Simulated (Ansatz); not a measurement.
CaF2: geometry relaxation (part 1 of 3)

- system: CaF2 (slab, 30 atoms in the cell)
- method: DFT PBEsol, scalar-relativistic, plane waves, PAW, no spin polarisation (Ansatz 0.2.0)

The structure derives from an entry of the Crystallography Open Database. It belongs to a series of runs on one base structure; here: (2 1 1) slab, atoms relaxed.

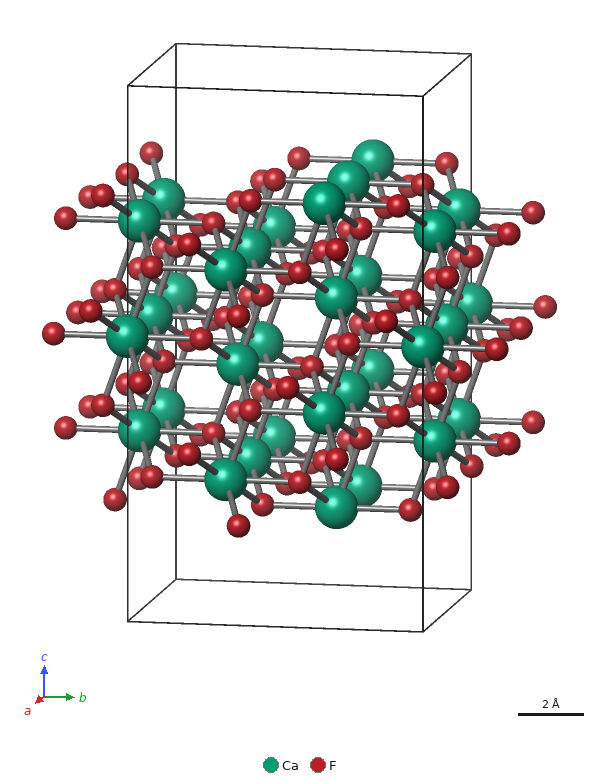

Fig. 1: The structure as given in the input (ball-and-stick view of the 2 × 1 repeat of the cell, with the vacuum cut short, seen slightly off an axis; bonded neighbours outside the cell are drawn too). An atom can appear more than once, as a periodic image.

### The input
```yaml
crystal:
  lattice:
    - [3.8330589184, 0.0, 0.0]
    - [0.0, 9.3890385042, 0.0]
    - [0.0, 0.0, 24.9585791927]
  atoms:
    - { symbol: Ca, position: [0.5, 0.6666666667, 0.3004978746] }
    - { symbol: F, position: [0.5, 0.4166666667, 0.3004978746] }
    - { symbol: F, position: [0.5, 0.9166666667, 0.3004978746] }
    - { symbol: Ca, position: [0.0, 0.3333333333, 0.3448316802] }
    - { symbol: F, position: [0.0, 0.0833333333, 0.3448316802] }
    - { symbol: F, position: [0.0, 0.5833333333, 0.3448316802] }
    - { symbol: Ca, position: [0.5, 0.0, 0.3891654859] }
    - { symbol: F, position: [0.5, 0.75, 0.3891654859] }
    - { symbol: F, position: [0.5, 0.25, 0.3891654859] }
    - { symbol: Ca, position: [0.0, 0.6666666667, 0.4334992915] }
    - { symbol: F, position: [0.0, 0.4166666667, 0.4334992915] }
    - { symbol: F, position: [0.0, 0.9166666667, 0.4334992915] }
    - { symbol: Ca, position: [0.5, 0.3333333333, 0.4778330972] }
    - { symbol: F, position: [0.5, 0.0833333333, 0.4778330972] }
    - { symbol: F, position: [0.5, 0.5833333333, 0.4778330972] }
    - { symbol: Ca, position: [0.0, 0.0, 0.5221669028] }
    - { symbol: F, position: [0.0, 0.75, 0.5221669028] }
    - { symbol: F, position: [0.0, 0.25, 0.5221669028] }
    - { symbol: Ca, position: [0.5, 0.6666666667, 0.5665007085] }
    - { symbol: F, position: [0.5, 0.4166666667, 0.5665007085] }
    - { symbol: F, position: [0.5, 0.9166666667, 0.5665007085] }
    - { symbol: Ca, position: [0.0, 0.3333333333, 0.6108345141] }
    - { symbol: F, position: [0.0, 0.0833333333, 0.6108345141] }
    - { symbol: F, position: [0.0, 0.5833333333, 0.6108345141] }
    - { symbol: Ca, position: [0.5, 0.0, 0.6551683198] }
    - { symbol: F, position: [0.5, 0.75, 0.6551683198] }
    - { symbol: F, position: [0.5, 0.25, 0.6551683198] }
    - { symbol: Ca, position: [0.0, 0.6666666667, 0.6995021254] }
    - { symbol: F, position: [0.0, 0.4166666667, 0.6995021254] }
    - { symbol: F, position: [0.0, 0.9166666667, 0.6995021254] }
basis:
  ecutwfc: 420
kpoints:
  mp_grid: { grid: [7, 3, 1] }
hamiltonian:
  xc: pbesol
scf:
  occupations: { method: gaussian, width: 0.05 }
output:
  forces: true
  eigenvalues: true
  write_density: true
  write_potential: true
  elf: true
  volumetric_format: npy
relax:
  adjacent_minimum: "off"
  f_tol: 0.02
  max_steps: 60
efield:
  axis: 3
  dipole_correction: true
  ramp_width: 0.04
```

Run on 4 threads of AMD EPYC (Zen 5), 32 GiB of memory available, shared host.

Run as:
```bash
ansatz run input.yaml --threads 4 --pin off --max-ram 10240MiB --backend cpu --events-out ev --progress --plain --runs-dir out
```

### What the program printed
```
Engine: ansatz 0.2.0, x86_64-unknown-linux-gnu
Pseudopotentials: kind: paw
Pseudopotential: Ca, paw, valence charge 10, recommended cutoff 420 eV (normal), Ca.paw.azcp
Pseudopotential: F, paw, valence charge 7, recommended cutoff 420 eV (normal), F.paw.azcp
Functional definition: PBEsol
  exchange = pbesol_x
  correlation = pbesol_c
Crystal: 30 atoms, lattice volume = 898.228 Å³
Basis set: ecut = 420 eV, 17593 PW (Γ), exchange–correlation on 54×128×360 points (8 copies of the dense FFT grid, shifted against one another)
Bands: 150, of which v1, the nominal top of the filled ones, is band 120 counted from 1 (119 counted from 0)
Symmetry: 2 space group operations
k-points: 8 of 21 (time reversal used)
Non-local potential: Ca, projectors of the file, l = 0: 3, l = 1: 2, l = 2: 2
Non-local potential: F, projectors of the file, l = 0: 2, l = 1: 2, l = 2: 1
PAW form: soft (Blöchl's): semilocal exchange-correlation on the pseudo side does not see the compensation charge
PAW frozen core: Ca, regenerated for the run's functional, and the local potential with it (the file was generated under x = pbe(κ = 0.804, μ = 0.2195149727645171), c = pbe(β = 0.06672455060314922))
PAW frozen core: F, regenerated for the run's functional, and the local potential with it (the file was generated under x = pbe(κ = 0.804, μ = 0.2195149727645171), c = pbe(β = 0.06672455060314922))
PAW one-centre angular grid: Ca, 110 points (default); XC on 64 Gauss nodes
PAW one-centre angular grid: F, 110 points (default); XC on 64 Gauss nodes
Initial density: superposition of atomic densities (neutral atoms: chi_scale 0, normalization atom), corrected by the library's trained network
Initial wavefunctions: pseudopotential atomic-orbital guess
Functional: x = pbesol(κ = 0.804, μ = 0.12345679012345678), c = pbesol(β = 0.046)
SCF iter   1: F=—  HF=-34003.166888 eV  |F-HF|=—  |Δ(HF+E_count)|=         —  Δρ=8.87e-3  dr2=4.84e-1  ethr=1.77e-3  p=-0.000 e·Å  D=-1.34e-11 V/Å  ΔV_dip=0.00 eV  dr2_dipole=1.68e-8  V_vac-E_F(+/−)=3.76/3.76 eV  ⟨swp⟩=9.5  Hψ=6563  notcnv=0  defer=129
efield: sawtooth ramp at fractional position 0.9800 (placed from the atoms, in the widest stretch of the axis that holds none; the zero of the levels goes with the place), width 0.0400; the density the first Hamiltonian is built on has a dipole p = -0.000 e·Å; the dipole correction subtracts the counter field D = -1.34e-11 V/Å, which shifts the + side's vacuum level by +0.00 eV against the − side's; the planar-averaged density in the ramp window peaks in size at 2.4e-6 e/Å³
preconditioner: auto → Resta (q_TF=auto, 2.190 Å⁻¹)  ε∞=2.2  [insulator: Δε(μ)=2.964 eV  Ē_g=16.771 eV  σ=0.050 eV  W_gap=1.00  n_scr=176 (ndim 8)  ℏωp=18.4 eV  f_vac=0.546  D(μ)=0.00/eV (n_scr^D=0)  ε∞_Penn≈2.2  vacuum switching on, ρ_ref=2.0e-2 e/Å³]
SCF iter   2: F=—  HF=-34003.043101 eV  |F-HF|=—  |Δ(HF+E_count)|=   1.24e-1  Δρ=2.71e-3  dr2=4.40e-2  ethr=2.01e-4  p=-0.000 e·Å  D=-2.00e-5 V/Å  ΔV_dip=0.00 eV  dr2_dipole=6.77e-9  V_vac-E_F(+/−)=3.77/3.77 eV  ⟨swp⟩=2.1  Hψ=2281  notcnv=0  defer=189
SCF iter   3: F=—  HF=-34003.033125 eV  |F-HF|=—  |Δ(HF+E_count)|=   9.98e-3  Δρ=6.79e-4  dr2=6.31e-3  ethr=1.83e-5  p=-0.000 e·Å  D=-9.34e-6 V/Å  ΔV_dip=0.00 eV  dr2_dipole=1.11e-9  V_vac-E_F(+/−)=3.67/3.67 eV  ⟨swp⟩=2.0  Hψ=1765  notcnv=0  defer=189
SCF iter   4: F=—  HF=-34003.032593 eV  |F-HF|=—  |Δ(HF+E_count)|=   5.32e-4  Δρ=4.35e-4  dr2=1.32e-3  ethr=2.63e-6  p=0.000 e·Å  D=1.05e-6 V/Å  ΔV_dip=-0.00 eV  dr2_dipole=3.62e-11  V_vac-E_F(+/−)=3.61/3.61 eV  ⟨swp⟩=2.0  Hψ=1773  notcnv=0  defer=189
SCF iter   5: F=—  HF=-34003.032472 eV  |F-HF|=—  |Δ(HF+E_count)|=   1.20e-4  Δρ=1.21e-4  dr2=7.97e-5  ethr=5.50e-7  p=0.000 e·Å  D=1.25e-6 V/Å  ΔV_dip=-0.00 eV  dr2_dipole=4.63e-11  V_vac-E_F(+/−)=3.58/3.58 eV  ⟨swp⟩=2.0  Hψ=1844  notcnv=0  defer=189
iter 6 did not close the SCF: its close was put off until two iterations running show no level that it waits for move by more than its bar (scf_convergence_deferred on its scf_iter line)
SCF iter   6: F=-34003.032512 eV  HF=-34003.032508 eV  |F-HF|=4.07e-6  |Δ(HF+E_count)|=   3.61e-5  Δρ=3.36e-5  dr2=7.07e-6  ethr=4.17e-9  p=-0.000 e·Å  D=-3.20e-7 V/Å  ΔV_dip=0.00 eV  dr2_dipole=1.07e-12  V_vac-E_F(+/−)=3.58/3.58 eV  ⟨swp⟩=26.4  Hψ=14210  notcnv=0
iter 7 did not close the SCF: its close was put off until two iterations running show no level that it waits for move by more than its bar (scf_convergence_deferred on its scf_iter line)
SCF iter   7: F=-34003.032514 eV  HF=-34003.032514 eV  |F-HF|=8.12e-8  |Δ(HF+E_count)|=   5.59e-6  Δρ=1.53e-5  dr2=1.43e-6  ethr=2.95e-9  p=-0.000 e·Å  D=-1.94e-7 V/Å  ΔV_dip=0.00 eV  dr2_dipole=3.58e-13  V_vac-E_F(+/−)=3.57/3.57 eV  ⟨swp⟩=12.5  Hψ=9857  notcnv=0
SCF iter   8: F=-34003.032515 eV  HF=-34003.032514 eV  |F-HF|=1.40e-7  |Δ(HF+E_count)|=   4.92e-7  Δρ=4.11e-6  dr2=1.09e-7  ethr=5.97e-10  p=-0.000 e·Å  D=-1.02e-7 V/Å  ΔV_dip=0.00 eV  dr2_dipole=7.98e-14  V_vac-E_F(+/−)=3.57/3.57 eV  ⟨swp⟩=11.4  Hψ=9200  notcnv=0
SCF 1 converged in 8 iterations: F = -34003.032515 eV  dr2 = 1.09e-7
  greatest PAW one-centre occupation: 0.996 electrons in one spin orbital (limit 2), on the Ca atom at site 15 (counted from 0), in its partial waves of l = 0
relax step   1: F+E_penalty+E_count = -34003.03251457 eV  Δ(F+E_penalty+E_count) = +0.000e0 eV  max|allowed force component| = 2.156e0 eV/Å  Δτ_max = 0.0000 Å  (8 SCF iters, dr2 threshold 1.00e-5 eV, accepted)
Initial density: handed on by an earlier stage of this run
Initial wavefunctions: those handed on with the density
iter 1 solved again at ethr=3.87e-4 eV; its pass at ethr=3.10e-3 eV (dr2=9.28e-1 eV) is discarded
SCF iter   1: F=—  HF=-34005.051284 eV  |F-HF|=—  |Δ(HF+E_count)|=         —  Δρ=6.42e-3  dr2=9.40e-1  ethr=3.87e-4  p=-0.000 e·Å  D=-1.02e-7 V/Å  ΔV_dip=0.00 eV  dr2_dipole=4.31e-10  V_vac-E_F(+/−)=3.50/3.50 eV  ⟨swp⟩=1.0  Hψ=5050  notcnv=0  defer=154
efield: sawtooth ramp at fractional position 0.9800 (handed on by an earlier solve), width 0.0400; the density the first Hamiltonian is built on has a dipole p = -0.000 e·Å; the dipole correction subtracts the counter field D = -1.02e-7 V/Å, which shifts the + side's vacuum level by +0.00 eV against the − side's; the planar-averaged density in the ramp window peaks in size at 7.7e-7 e/Å³
preconditioner: auto → Resta (q_TF=auto, 2.190 Å⁻¹)  ε∞=2.2  [insulator: Δε(μ)=4.509 eV  Ē_g=17.056 eV  σ=0.050 eV  W_gap=1.00  n_scr=176 (ndim 8)  ℏωp=18.4 eV  f_vac=0.547  D(μ)=0.00/eV (n_scr^D=0)  ε∞_Penn≈2.2  vacuum switching on, ρ_ref=2.1e-2 e/Å³]
SCF iter   2: F=—  HF=-34004.732254 eV  |F-HF|=—  |Δ(HF+E_count)|=   3.19e-1  Δρ=3.03e-3  dr2=1.35e-1  ethr=3.87e-4  p=-0.000 e·Å  D=-6.62e-6 V/Å  ΔV_dip=0.00 eV  dr2_dipole=4.56e-10  V_vac-E_F(+/−)=3.84/3.84 eV  ⟨swp⟩=3.5  Hψ=2856  notcnv=0  defer=174
SCF iter   3: F=—  HF=-34004.703161 eV  |F-HF|=—  |Δ(HF+E_count)|=   2.91e-2  Δρ=1.85e-3  dr2=2.00e-2  ethr=5.65e-5  p=0.000 e·Å  D=2.78e-7 V/Å  ΔV_dip=-0.00 eV  dr2_dipole=7.94e-12  V_vac-E_F(+/−)=4.03/4.03 eV  ⟨swp⟩=3.5  Hψ=1967  notcnv=0  defer=187
SCF iter   4: F=—  HF=-34004.699152 eV  |F-HF|=—  |Δ(HF+E_count)|=   4.01e-3  Δρ=4.45e-4  dr2=1.29e-3  ethr=8.33e-6  p=-0.000 e·Å  D=-5.09e-7 V/Å  ΔV_dip=0.00 eV  dr2_dipole=1.95e-13  V_vac-E_F(+/−)=4.13/4.13 eV  ⟨swp⟩=2.0  Hψ=2104  notcnv=0  defer=192
SCF iter   5: F=—  HF=-34004.699817 eV  |F-HF|=—  |Δ(HF+E_count)|=   6.64e-4  Δρ=1.27e-4  dr2=1.07e-4  ethr=5.40e-7  p=-0.000 e·Å  D=-6.11e-7 V/Å  ΔV_dip=0.00 eV  dr2_dipole=1.84e-13  V_vac-E_F(+/−)=4.17/4.17 eV  ⟨swp⟩=2.0  Hψ=1813  notcnv=0  defer=192
SCF iter   6: F=-34004.699868 eV  HF=-34004.699884 eV  |F-HF|=1.60e-5  |Δ(HF+E_count)|=   6.70e-5  Δρ=6.95e-5  dr2=2.78e-5  ethr=4.17e-8  p=-0.000 e·Å  D=-3.11e-7 V/Å  ΔV_dip=0.00 eV  dr2_dipole=6.01e-12  V_vac-E_F(+/−)=4.18/4.18 eV  ⟨swp⟩=24.2  Hψ=13699  notcnv=0
SCF 2 converged in 6 iterations: F = -34004.699868 eV  dr2 = 2.78e-5
[... from here on the iterations of each SCF are left out, up to the last one ...]
relax step   2: F+E_penalty+E_count = -34004.69986761 eV  Δ(F+E_penalty+E_count) = -1.667e0 eV  max|allowed force component| = 7.283e-1 eV/Å  Δτ_max = 0.1949 Å  (6 SCF iters, dr2 threshold 1.00e-4 eV, accepted)
efield: sawtooth ramp at fractional position 0.9800 (handed on by an earlier solve), width 0.0400; the density the first Hamiltonian is built on has a dipole p = -0.000 e·Å; the dipole correction subtracts the counter field D = -3.11e-7 V/Å, which shifts the + side's vacuum level by +0.00 eV against the − side's; the planar-averaged density in the ramp window peaks in size at 6.2e-7 e/Å³
preconditioner: auto → Resta (q_TF=auto, 2.190 Å⁻¹)  ε∞=2.1  [insulator: Δε(μ)=5.839 eV  Ē_g=17.544 eV  σ=0.050 eV  W_gap=1.00  n_scr=176 (ndim 8)  ℏωp=18.4 eV  f_vac=0.551  D(μ)=0.00/eV (n_scr^D=0)  ε∞_Penn≈2.1  vacuum switching on, ρ_ref=2.2e-2 e/Å³]
SCF 3 converged in 6 iterations: F = -34005.006620 eV  dr2 = 6.74e-6
relax step   3: F+E_penalty+E_count = -34005.00662036 eV  Δ(F+E_penalty+E_count) = -3.068e-1 eV  max|allowed force component| = 3.382e-1 eV/Å  Δτ_max = 0.1838 Å  (6 SCF iters, dr2 threshold 3.31e-5 eV, accepted)
efield: sawtooth ramp at fractional position 0.9800 (handed on by an earlier solve), width 0.0400; the density the first Hamiltonian is built on has a dipole p = -0.000 e·Å; the dipole correction subtracts the counter field D = -3.80e-7 V/Å, which shifts the + side's vacuum level by +0.00 eV against the − side's; the planar-averaged density in the ramp window peaks in size at 7.2e-7 e/Å³
preconditioner: auto → Resta (q_TF=auto, 2.190 Å⁻¹)  ε∞=2.1  [insulator: Δε(μ)=5.819 eV  Ē_g=17.599 eV  σ=0.050 eV  W_gap=1.00  n_scr=176 (ndim 8)  ℏωp=18.4 eV  f_vac=0.552  D(μ)=0.00/eV (n_scr^D=0)  ε∞_Penn≈2.1  vacuum switching on, ρ_ref=2.2e-2 e/Å³]
SCF 4 converged in 5 iterations: F = -34005.050249 eV  dr2 = 1.97e-6
relax step   4: F+E_penalty+E_count = -34005.05024895 eV  Δ(F+E_penalty+E_count) = -4.363e-2 eV  max|allowed force component| = 1.938e-1 eV/Å  Δτ_max = 0.0454 Å  (5 SCF iters, dr2 threshold 1.30e-5 eV, accepted)
efield: sawtooth ramp at fractional position 0.9800 (handed on by an earlier solve), width 0.0400; the density the first Hamiltonian is built on has a dipole p = -0.000 e·Å; the dipole correction subtracts the counter field D = -4.26e-7 V/Å, which shifts the + side's vacuum level by +0.00 eV against the − side's; the planar-averaged density in the ramp window peaks in size at 6.9e-7 e/Å³
preconditioner: auto → Resta (q_TF=auto, 2.190 Å⁻¹)  ε∞=2.1  [insulator: Δε(μ)=5.781 eV  Ē_g=17.565 eV  σ=0.050 eV  W_gap=1.00  n_scr=176 (ndim 8)  ℏωp=18.4 eV  f_vac=0.550  D(μ)=0.00/eV (n_scr^D=0)  ε∞_Penn≈2.1  vacuum switching on, ρ_ref=2.2e-2 e/Å³]
SCF 5 converged in 6 iterations: F = -34005.065302 eV  dr2 = 1.17e-6
relax step   5: F+E_penalty+E_count = -34005.06530245 eV  Δ(F+E_penalty+E_count) = -1.505e-2 eV  max|allowed force component| = 1.503e-1 eV/Å  Δτ_max = 0.0654 Å  (6 SCF iters, dr2 threshold 8.10e-6 eV, accepted)
efield: sawtooth ramp at fractional position 0.9800 (handed on by an earlier solve), width 0.0400; the density the first Hamiltonian is built on has a dipole p = -0.000 e·Å; the dipole correction subtracts the counter field D = -3.36e-7 V/Å, which shifts the + side's vacuum level by +0.00 eV against the − side's; the planar-averaged density in the ramp window peaks in size at 4.1e-7 e/Å³
preconditioner: auto → Resta (q_TF=auto, 2.190 Å⁻¹)  ε∞=2.1  [insulator: Δε(μ)=5.927 eV  Ē_g=17.625 eV  σ=0.050 eV  W_gap=1.00  n_scr=176 (ndim 8)  ℏωp=18.4 eV  f_vac=0.551  D(μ)=0.00/eV (n_scr^D=0)  ε∞_Penn≈2.1  vacuum switching on, ρ_ref=2.3e-2 e/Å³]
SCF 6 converged in 6 iterations: F = -34005.074040 eV  dr2 = 1.63e-7
relax step   6: F+E_penalty+E_count = -34005.07404016 eV  Δ(F+E_penalty+E_count) = -8.738e-3 eV  max|allowed force component| = 4.735e-2 eV/Å  Δτ_max = 0.0281 Å  (6 SCF iters, dr2 threshold 7.42e-6 eV, accepted)
efield: sawtooth ramp at fractional position 0.9800 (handed on by an earlier solve), width 0.0400; the density the first Hamiltonian is built on has a dipole p = -0.000 e·Å; the dipole correction subtracts the counter field D = -5.22e-8 V/Å, which shifts the + side's vacuum level by +0.00 eV against the − side's; the planar-averaged density in the ramp window peaks in size at 4.0e-7 e/Å³
preconditioner: auto → Resta (q_TF=auto, 2.190 Å⁻¹)  ε∞=2.1  [insulator: Δε(μ)=5.808 eV  Ē_g=17.593 eV  σ=0.050 eV  W_gap=1.00  n_scr=176 (ndim 8)  ℏωp=18.4 eV  f_vac=0.551  D(μ)=0.00/eV (n_scr^D=0)  ε∞_Penn≈2.1  vacuum switching on, ρ_ref=2.2e-2 e/Å³]
SCF 7 converged in 6 iterations: F = -34005.075199 eV  dr2 = 6.54e-8
relax step   7: F+E_penalty+E_count = -34005.07519923 eV  Δ(F+E_penalty+E_count) = -1.159e-3 eV  max|allowed force component| = 2.061e-2 eV/Å  Δτ_max = 0.0115 Å  (6 SCF iters, accepted)
SCF iter   1: F=—  HF=-34005.076167 eV  |F-HF|=—  |Δ(HF+E_count)|=         —  Δρ=1.69e-4  dr2=5.50e-4  ethr=1.70e-6  p=-0.000 e·Å  D=-5.60e-7 V/Å  ΔV_dip=0.00 eV  dr2_dipole=4.44e-11  V_vac-E_F(+/−)=4.41/4.41 eV  ⟨swp⟩=2.0  Hψ=2221  notcnv=0  defer=200
efield: sawtooth ramp at fractional position 0.9800 (handed on by an earlier solve), width 0.0400; the density the first Hamiltonian is built on has a dipole p = -0.000 e·Å; the dipole correction subtracts the counter field D = -5.60e-7 V/Å, which shifts the + side's vacuum level by +0.00 eV against the − side's; the planar-averaged density in the ramp window peaks in size at 4.8e-7 e/Å³
preconditioner: auto → Resta (q_TF=auto, 2.190 Å⁻¹)  ε∞=2.1  [insulator: Δε(μ)=5.792 eV  Ē_g=17.580 eV  σ=0.050 eV  W_gap=1.00  n_scr=176 (ndim 8)  ℏωp=18.4 eV  f_vac=0.551  D(μ)=0.00/eV (n_scr^D=0)  ε∞_Penn≈2.1  vacuum switching on, ρ_ref=2.2e-2 e/Å³]
SCF iter   2: F=—  HF=-34005.075989 eV  |F-HF|=—  |Δ(HF+E_count)|=   1.78e-4  Δρ=7.81e-5  dr2=8.92e-5  ethr=2.29e-7  p=0.000 e·Å  D=4.24e-7 V/Å  ΔV_dip=-0.00 eV  dr2_dipole=5.39e-12  V_vac-E_F(+/−)=4.41/4.41 eV  ⟨swp⟩=2.0  Hψ=1709  notcnv=0  defer=200
SCF iter   3: F=—  HF=-34005.075366 eV  |F-HF|=—  |Δ(HF+E_count)|=   6.23e-4  Δρ=3.35e-5  dr2=6.03e-6  ethr=3.72e-8  p=0.000 e·Å  D=8.68e-7 V/Å  ΔV_dip=-0.00 eV  dr2_dipole=8.36e-12  V_vac-E_F(+/−)=4.41/4.41 eV  ⟨swp⟩=2.5  Hψ=1784  notcnv=0  defer=200
SCF iter   4: F=—  HF=-34005.075365 eV  |F-HF|=—  |Δ(HF+E_count)|=   9.79e-7  Δρ=1.14e-5  dr2=6.52e-7  ethr=2.51e-9  p=0.000 e·Å  D=5.36e-7 V/Å  ΔV_dip=-0.00 eV  dr2_dipole=1.83e-12  V_vac-E_F(+/−)=4.41/4.41 eV  ⟨swp⟩=2.0  Hψ=1862  notcnv=0  defer=200
SCF iter   5: F=-34005.075365 eV  HF=-34005.075365 eV  |F-HF|=1.72e-8  |Δ(HF+E_count)|=   9.58e-8  Δρ=2.79e-6  dr2=4.08e-8  ethr=4.17e-11  p=0.000 e·Å  D=3.00e-7 V/Å  ΔV_dip=-0.00 eV  dr2_dipole=8.92e-14  V_vac-E_F(+/−)=4.41/4.41 eV  ⟨swp⟩=17.4  Hψ=9956  notcnv=0
SCF 8 converged in 5 iterations: F = -34005.075365 eV  dr2 = 4.08e-8
relax step   8: F+E_penalty+E_count = -34005.07536528 eV  Δ(F+E_penalty+E_count) = -1.661e-4 eV  max|allowed force component| = 3.950e-3 eV/Å  Δτ_max = 0.0052 Å  (5 SCF iters, accepted)
```

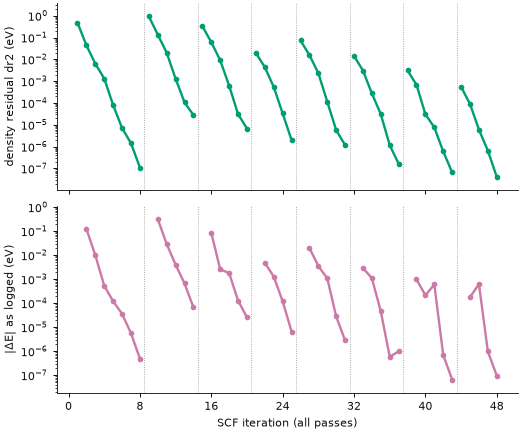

Fig. 2: Convergence of the self-consistent field: density residual dr2 and size of the energy change against the SCF iteration. The dotted lines part the SCF passes of the relaxation: geometry steps, rejected trials and re-solves on a re-selected basis. The 8 passes take 5 to 8 iterations each, 48 in all.

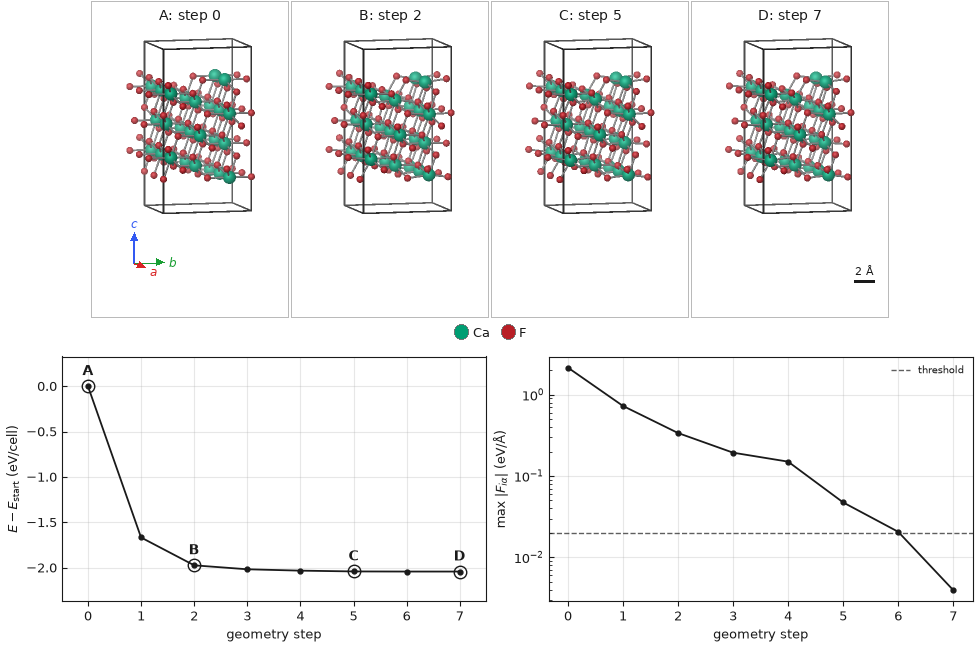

Fig. 3: Frames of the relaxation (ball-and-stick view of the 2 × 1 repeat of the cell, with the vacuum cut short (origin shifted), with bonded neighbours outside it, seen slightly off an axis) above the curves, on which the letters mark them (the first geometry is step 0 here and step 1 in the log).
